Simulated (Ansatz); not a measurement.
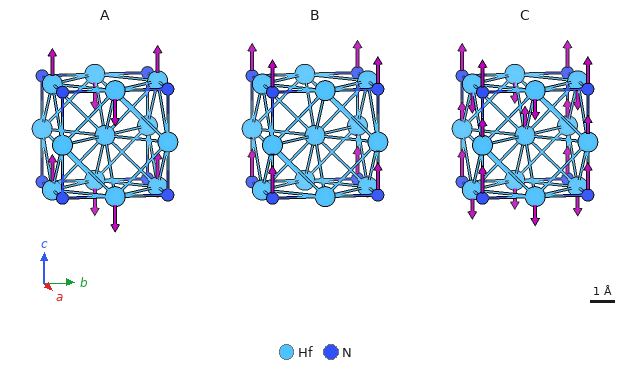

Modes of a crystal of Hf4N (a generated structure), space group Pm-3m (No. 221), at the zone centre (one member of each degenerate set). The purple arrows are the displacements of the atoms (eigenvector over the root of the mass), of arbitrary overall length and sign. The picture is a ball-and-stick view of the cell of the calculation, seen slightly off an axis.

Theory: Ansatz, DFT PBE, scalar-relativistic, plane waves, PAW.

The frequencies depend somewhat on the k-mesh and the smearing.

Question: Which are infrared-active and which Raman-active?

Answer: A is T₂u, silent by symmetry (neither infrared- nor Raman-active) (118 cm⁻¹). B is T₁u, infrared-active by symmetry (472 cm⁻¹). C is T₁u, infrared-active by symmetry (111 cm⁻¹). The crystal has a centre of inversion, so no mode is both. In a metal the free carriers screen the infrared response.
